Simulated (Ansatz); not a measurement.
Band-structure calculation, with input and output: HfN (part 2 of 2)

HfN (slab, 14 atoms in the cell); DFT PBEsol, spin-orbit coupling, plane waves, PAW (Ansatz 0.2.0); cutoff 420 eV, 11×8×1 k-mesh, Gaussian smearing of 0.1 eV. It belongs to a series of runs on one base structure; here: bands of the relaxed slab with spin-orbit coupling.

Geometry of the input (Å; fractional positions):
```
3.1831  0.0000  0.0000
0.0000  4.5016  0.0000
0.0000  0.0000  24.5492
Hf 0.5000  0.0000  0.3091
N  0.5000  0.5000  0.3091
Hf 0.0000  0.5000  0.3676
N  0.0000  0.0000  0.3689
Hf 0.5000  0.0000  0.4342
N  0.5000  0.5000  0.4360
Hf 0.0000  0.5000  0.5000
N  0.0000  0.0000  0.5000
Hf 0.5000  0.0000  0.5658
N  0.5000  0.5000  0.5640
Hf 0.0000  0.5000  0.6324
N  0.0000  0.0000  0.6311
Hf 0.5000  0.0000  0.6909
N  0.5000  0.5000  0.6909
```

Output, continued
```
  k-point 0: bands = ["-53.6482", "-53.6482", "-53.6332", "-53.6332", "-53.6326", "-53.6326", "-53.5166", "-53.5166", "-53.5147", "-53.5147", ... 75 levels left out ..., "-4.4859", "-4.4857", "-4.4857", "-4.4168", "-4.4168", "-4.4151", "-4.4151", "-4.4047", "-4.4047", "-4.3970", "-4.3970", "-4.3952", "-4.3952", "-4.3681", "-4.3681", "-4.1440", "-4.1440", "-4.1438", "-4.1438", "-4.1251", "-4.1251", "-4.1250", "-4.1250", "-4.0807", "-4.0807", "-4.0699", "-4.0699", "-2.8339", "-2.8339",
      "-2.8337", "-2.8337", "-2.8113", "-2.8113", "-2.8068", "-2.8068", "-2.8053", "-2.8053", "-2.7838", "-2.7838", "-2.7798", "-2.7798", "-2.7779", "-2.7779", "-2.7699", "-2.7699", "-2.7629", "-2.7629", "-2.7383", "-2.7383", "-2.7379", "-2.7379", "-2.6845", "-2.6845", "-2.6844", "-2.6844", "-2.6707", "-2.6707", "-2.6706", "-2.6706", "-2.6641", "-2.6641", "-2.6557", "-2.6557", "-2.6534", "-2.6534", "-2.6334", "-2.6334", "-2.4126", "-2.4126",
      "-2.4119", "-2.4119", "-2.3972", "-2.3972", "-2.3971", "-2.3971", "-2.3809", "-2.3809", "-2.3803", "-2.3803", "-2.3595", "-2.3595", "-2.3502", "-2.3502", "1.4941", "1.4941", "1.7588", "1.7588", "2.5850", "2.5850", "3.0710", "3.0710", "3.1038", "3.1038", "3.2830", "3.2830", "3.4828", "3.4828", "3.5186", "3.5186", "3.5477", "3.5477", "3.6688", "3.6688", "4.1363", "4.1363", "4.4097", "4.4097", "4.5103", "4.5103",
      "4.5779", "4.5779", "4.9148", "4.9148", "5.1320", "5.1320", "5.8726", "5.8726", "5.9784", "5.9784", "6.2228", "6.2228", "6.2321", "6.2321", "6.6205", "6.6205", "6.7196", "6.7196", "7.8619", "7.8619", "8.5887", "8.5887", "8.7810", "8.7810", "8.9492", "8.9492", "9.0443", "9.0443", "9.2686", "9.2686", "9.2886", "9.2886", "9.5473", "9.5473", "9.9652", "9.9652", "10.0943", "10.0943", "10.1746", "10.1746",
      "10.4305", "10.4305", "10.9798", "10.9798", "11.1065", "11.1065", "11.3634", "11.3634", "11.4706", "11.4706", "11.5594", "11.5594", "11.6192", "11.6192", "11.6276", "11.6276", "11.9519", "11.9519", "12.0835", "12.0835", "12.5193", "12.5193", "12.5306", "12.5306", "12.6153", "12.6153", "12.7628", "12.7628", "12.8702", "12.8702", "12.9713", "12.9713", "13.5794", "13.5794", "13.6173", "13.6173", "13.8366", "13.8366", "13.9323", "13.9323",
      "13.9719", "13.9719", "14.2894", "14.2894", "14.4721", "14.4721", "14.7209", "14.7209", "15.1127", "15.1127", "15.2007"]
  k-point 1: bands = ["-53.6471", "-53.6471", "-53.6328", "-53.6328", "-53.6323", "-53.6323", "-53.5175", "-53.5175", "-53.5146", "-53.5146", ... 75 levels left out ..., "-4.4843", "-4.4774", "-4.4774", "-4.4150", "-4.4150", "-4.4101", "-4.4101", "-4.4030", "-4.4030", "-4.3965", "-4.3965", "-4.3951", "-4.3951", "-4.3653", "-4.3653", "-4.1405", "-4.1405", "-4.1398", "-4.1397", "-4.1248", "-4.1248", "-4.1247", "-4.1247", "-4.0770", "-4.0770", "-4.0647", "-4.0647", "-2.8341", "-2.8341",
      "-2.8336", "-2.8336", "-2.8086", "-2.8085", "-2.8070", "-2.8070", "-2.8009", "-2.8009", "-2.7826", "-2.7826", "-2.7797", "-2.7796", "-2.7741", "-2.7740", "-2.7702", "-2.7702", "-2.7616", "-2.7616", "-2.7363", "-2.7363", "-2.7360", "-2.7360", "-2.6839", "-2.6839", "-2.6782", "-2.6782", "-2.6700", "-2.6700", "-2.6694", "-2.6693", "-2.6639", "-2.6639", "-2.6550", "-2.6550", "-2.6531", "-2.6531", "-2.6318", "-2.6318", "-2.4084", "-2.4084",
      "-2.4076", "-2.4076", "-2.3963", "-2.3963", "-2.3960", "-2.3960", "-2.3808", "-2.3808", "-2.3801", "-2.3801", "-2.3581", "-2.3581", "-2.3480", "-2.3480", "1.3437", "1.3437", "1.5913", "1.5913", "2.4253", "2.4253", "2.7591", "2.7591", "3.0381", "3.0381", "3.1318", "3.1318", "3.3777", "3.3777", "3.4283", "3.4283", "3.5003", "3.5003", "3.6136", "3.6136", "3.9056", "3.9056", "4.3082", "4.3082", "4.4967", "4.4967",
      "4.5254", "4.5254", "4.7843", "4.7843", "4.8498", "4.8498", "5.4649", "5.4649", "5.5835", "5.5835", "5.9303", "5.9303", "6.1423", "6.1423", "6.5853", "6.5853", "6.6036", "6.6036", "7.8987", "7.8987", "8.5895", "8.5895", "8.8208", "8.8208", "9.1067", "9.1067", "9.1288", "9.1288", "9.2823", "9.2823", "9.5283", "9.5283", "9.6741", "9.6741", "10.0745", "10.0745", "10.1635", "10.1635", "10.3930", "10.3930",
      "10.5252", "10.5252", "10.8552", "10.8552", "11.4789", "11.4789", "11.5227", "11.5227", "11.6625", "11.6625", "11.7036", "11.7036", "11.9822", "11.9822", "12.0824", "12.0824", "12.2160", "12.2160", "12.4369", "12.4369", "12.6126", "12.6126", "12.6188", "12.6189", "12.8131", "12.8131", "12.8709", "12.8709", "12.9937", "12.9937", "13.2305", "13.2305", "13.6472", "13.6472", "13.7469", "13.7469", "13.8742", "13.8742", "14.0016", "14.0016",
      "14.1029", "14.1029", "14.3904", "14.3904", "14.4660", "14.4660", "14.8992", "14.8992", "15.0915", "15.0915", "15.1598"]
  k-point 2: bands = ["-53.6444", "-53.6444", "-53.6319", "-53.6319", "-53.6316", "-53.6316", "-53.5195", "-53.5195", "-53.5141", "-53.5141", ... 75 levels left out ..., "-4.4722", "-4.4583", "-4.4583", "-4.4116", "-4.4116", "-4.3997", "-4.3997", "-4.3959", "-4.3959", "-4.3954", "-4.3954", "-4.3924", "-4.3924", "-4.3552", "-4.3552", "-4.1316", "-4.1316", "-4.1291", "-4.1291", "-4.1240", "-4.1240", "-4.1239", "-4.1239", "-4.0650", "-4.0650", "-4.0477", "-4.0477", "-2.8342", "-2.8342",
      "-2.8335", "-2.8335", "-2.8044", "-2.8044", "-2.8009", "-2.8009", "-2.7948", "-2.7948", "-2.7791", "-2.7791", "-2.7753", "-2.7753", "-2.7709", "-2.7709", "-2.7663", "-2.7662", "-2.7583", "-2.7583", "-2.7302", "-2.7302", "-2.7292", "-2.7291", "-2.6837", "-2.6837", "-2.6679", "-2.6679", "-2.6658", "-2.6658", "-2.6638", "-2.6638", "-2.6605", "-2.6605", "-2.6529", "-2.6529", "-2.6520", "-2.6520", "-2.6267", "-2.6267", "-2.3986", "-2.3986",
      "-2.3962", "-2.3962", "-2.3940", "-2.3940", "-2.3920", "-2.3919", "-2.3806", "-2.3806", "-2.3798", "-2.3798", "-2.3536", "-2.3536", "-2.3404", "-2.3404", "0.9619", "0.9619", "1.1745", "1.1745", "2.0078", "2.0078", "2.1456", "2.1456", "2.6091", "2.6092", "2.9330", "2.9330", "3.1545", "3.1545", "3.1789", "3.1789", "3.3170", "3.3170", "3.4279", "3.4279", "3.6137", "3.6137", "3.8100", "3.8100", "3.9731", "3.9731",
      "4.3763", "4.3763", "4.5122", "4.5122", "4.6029", "4.6029", "4.6868", "4.6868", "4.7578", "4.7578", "5.7543", "5.7543", "5.9602", "5.9602", "6.3501", "6.3501", "6.5779", "6.5779", "7.9883", "7.9883", "8.5422", "8.5422", "8.8561", "8.8561", "8.9586", "8.9586", "9.7144", "9.7144", "9.9833", "9.9833", "10.0292", "10.0292", "10.1807", "10.1807", "10.3544", "10.3544", "10.6048", "10.6048", "10.7423", "10.7423",
      "11.0030", "11.0030", "11.0493", "11.0493", "11.6583", "11.6583", "11.7694", "11.7694", "11.8204", "11.8204", "12.0907", "12.0907", "12.1111", "12.1111", "12.3117", "12.3117", "12.6946", "12.6946", "12.8228", "12.8228", "12.9911", "12.9911", "13.0156", "13.0156", "13.1151", "13.1151", "13.4950", "13.4950", "13.5941", "13.5941", "13.7040", "13.7040", "13.9534", "13.9535", "13.9679", "13.9679", "14.0253", "14.0253", "14.1432", "14.1432",
      "14.2856", "14.2856", "14.5384", "14.5384", "14.7046", "14.7046", "14.7833", "14.7833", "15.0862", "15.0862", "15.1764"]
  k-point 29: bands = ["-53.6188", "-53.6188", "-53.6100", "-53.6100", "-53.6100", "-53.6100", "-53.5012", "-53.5012", "-53.4923", "-53.4923", ... 75 levels left out ..., "-4.4043", "-4.3966", "-4.3966", "-4.3885", "-4.3885", "-4.3834", "-4.3834", "-4.3759", "-4.3759", "-4.3629", "-4.3629", "-4.3502", "-4.3501", "-4.3161", "-4.3161", "-4.1250", "-4.1250", "-4.1244", "-4.1244", "-4.1065", "-4.1065", "-4.1049", "-4.1049", "-4.0207", "-4.0207", "-3.9870", "-3.9870", "-2.8096", "-2.8096",
      "-2.8030", "-2.8029", "-2.7956", "-2.7956", "-2.7942", "-2.7942", "-2.7800", "-2.7800", "-2.7779", "-2.7779", "-2.7769", "-2.7769", "-2.7710", "-2.7710", "-2.7521", "-2.7521", "-2.7297", "-2.7297", "-2.6864", "-2.6864", "-2.6840", "-2.6840", "-2.6770", "-2.6770", "-2.6617", "-2.6617", "-2.6542", "-2.6542", "-2.6500", "-2.6500", "-2.6439", "-2.6439", "-2.6279", "-2.6279", "-2.6240", "-2.6240", "-2.5971", "-2.5971", "-2.3933", "-2.3933",
      "-2.3898", "-2.3898", "-2.3802", "-2.3802", "-2.3779", "-2.3779", "-2.3657", "-2.3657", "-2.3631", "-2.3631", "-2.3276", "-2.3276", "-2.3120", "-2.3120", "0.3305", "0.3305", "0.4278", "0.4278", "1.1889", "1.1889", "1.2559", "1.2559", "2.1375", "2.1375", "2.2701", "2.2701", "2.7804", "2.7804", "2.8700", "2.8700", "2.8756", "2.8756", "2.9737", "2.9737", "2.9884", "2.9884", "3.0915", "3.0915", "3.0975", "3.0976",
      "3.3789", "3.3789", "3.4397", "3.4397", "3.8727", "3.8727", "4.0688", "4.0688", "4.4222", "4.4222", "4.5506", "4.5506", "5.4167", "5.4167", "5.4913", "5.4913", "9.2243", "9.2243", "9.2523", "9.2523", "10.3166", "10.3166", "10.3988", "10.3988", "10.4500", "10.4500", "10.5427", "10.5427", "10.7043", "10.7043", "10.9646", "10.9646", "11.1333", "11.1333", "11.3113", "11.3113", "11.4800", "11.4800", "11.5540", "11.5540",
      "11.6980", "11.6980", "11.8466", "11.8466", "12.0172", "12.0172", "12.2330", "12.2330", "12.2761", "12.2761", "12.7399", "12.7399", "12.8106", "12.8106", "12.9177", "12.9177", "13.5093", "13.5093", "13.5411", "13.5411", "14.0582", "14.0582", "14.3275", "14.3275", "14.5244", "14.5244", "14.5999", "14.6000", "14.9744", "14.9744", "15.0261", "15.0261", "15.2645", "15.2645", "15.3530", "15.3530", "15.8660", "15.8660", "15.8763", "15.8763",
      "15.9895", "15.9895", "16.3008", "16.3008", "16.5393", "16.5393", "16.8521", "16.8521", "16.8618", "16.8618", "17.1333"]
--- Löwdin populations: 14 sites ---
  site symbol       q [e]
     0     Hf     25.2592
     1      N      5.6933
     2     Hf     25.2685
     3      N      5.5737
     4     Hf     25.3417
     5      N      5.6575
     6     Hf     25.2651
     7      N      5.6487
     8     Hf     25.3417
     9      N      5.6575
    10     Hf     25.2685
    11      N      5.5737
    12     Hf     25.2592
    13      N      5.6933
  spilling = 0.002297 (of n_electrons = 217.000000)
```

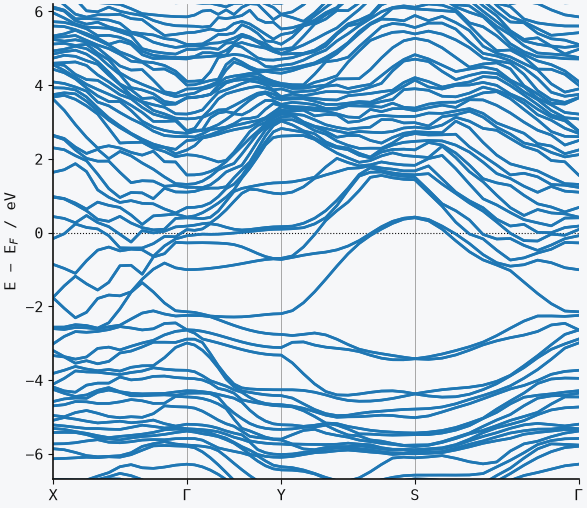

**Figure 1.** Band structure along X–Γ–Y–S–Γ, with energies from the Fermi level. Bands cross the Fermi level: a metal at this level of theory.

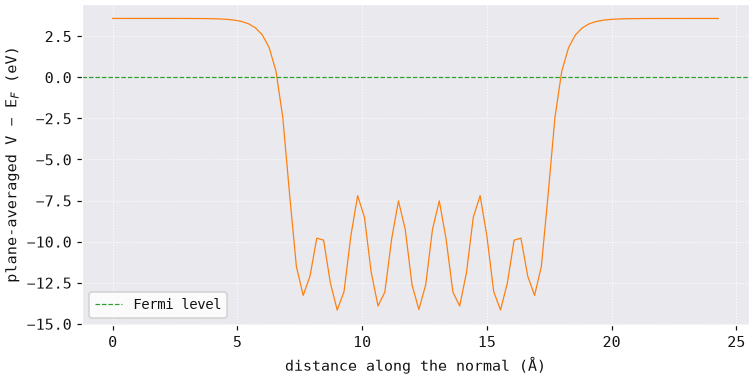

**Figure 2.** Plane average of the electrostatic potential energy of an electron across the cell, from the Fermi level. The vacuum level lies 3.58 eV above the Fermi level.

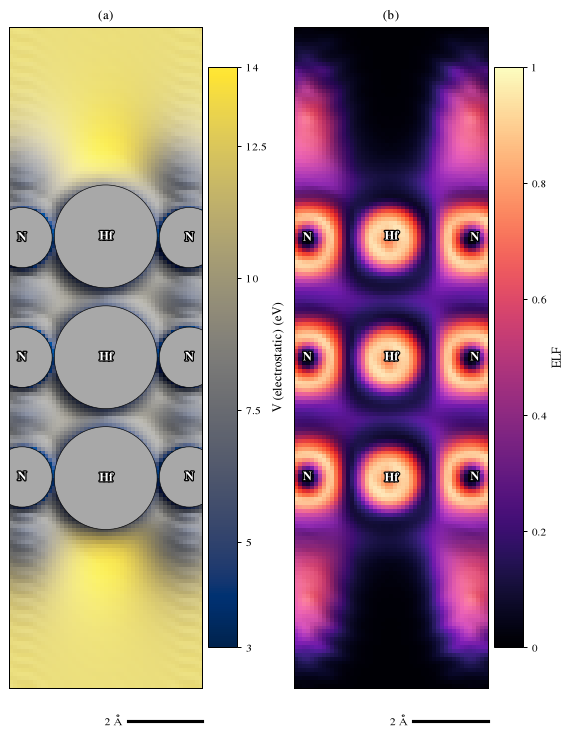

**Figure 3.** (a) electrostatic potential energy of an electron; (b) electron localisation function on the (100) plane of the calculation cell, a cut from vacuum to vacuum. Grey discs, where drawn, cover atomic cores. Atoms in the plane: Hf and N. Hf–N (2.25 Å): the ELF peaks at about 0.80 in the valence shell of N, 0.6 Å from its nucleus, and drops to about 0.15 between the two atoms (no shared pair; the contact is polar). Hf–Hf (3.25 Å): the ELF is about 0.15 at the midpoint; no shared electron pair. The strong features right at Hf lie inside the PAW spheres (semicore, d or f shells) and say nothing about bonding. Core electrons are frozen (PAW), so the fields are smoothed inside the atomic spheres.

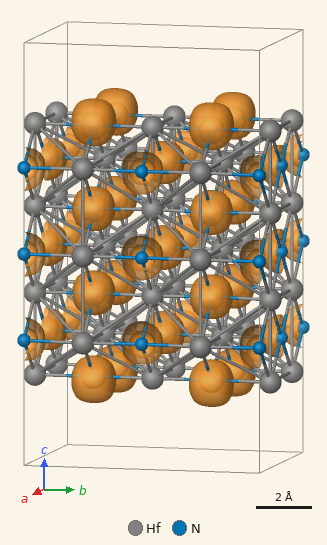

**Figure 4.** Isosurface of the electron localisation function at 0.75 (orange), seen slightly off an axis. Only the valence region is drawn (cores and ρ < 0.01 e/Å³ removed). Sticks mark near contacts. Counts are for one cell; the picture repeats the cell along the surface.  Values along the shortest contacts: Hf–N (2.14 Å): the ELF peaks at about 0.80 in the valence shell of N, 0.6 Å from its nucleus, and drops to about 0.20 between the two atoms; a polar contact without a shared pair, in a metal. Hf–Hf (3.07 Å): the ELF is about 0.20 at the midpoint (no localised pair between them).
